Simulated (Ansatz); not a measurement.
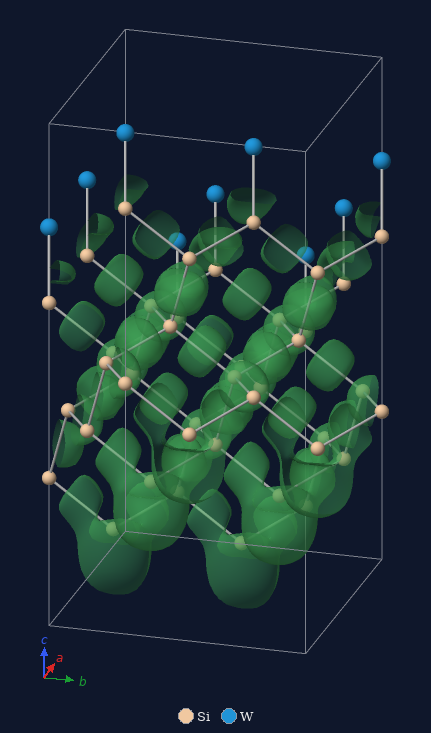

*Si6W (slab). Isosurface of the ELF at 0.75 (green), seen at an oblique angle. Only the valence region is drawn (cores and ρ < 0.01 e/Å³ removed). Sticks mark near contacts.*

Spin-polarised.

Method: DFT PBEsol, scalar-relativistic, plane waves, PAW (Ansatz 0.2.0).

In a PAW calculation such maps are meaningful between the atoms, not at the nuclei.

### What do the ELF domains correspond to?

At this value the surface marks out eight regions between bonded Si–Si atoms, one lobe of the valence shell of Si pointing towards W (polar bonds) and one region on Si in which the atom's valence shell and bonds are merged, counted in one cell of 7 atoms. Counts are for one cell; the picture repeats the cell along the surface.

Values along the shortest contacts:
Si–W (2.34 Å): the ELF peaks at about 0.85 in the valence shell of Si, 0.8 Å from its nucleus, and is about 0.60 at the midpoint. Si–Si (2.34 Å): the ELF peaks at about 0.95 between the atoms.

### Does the calculation give a band gap?

It is gapless in this calculation (a metal or semimetal).
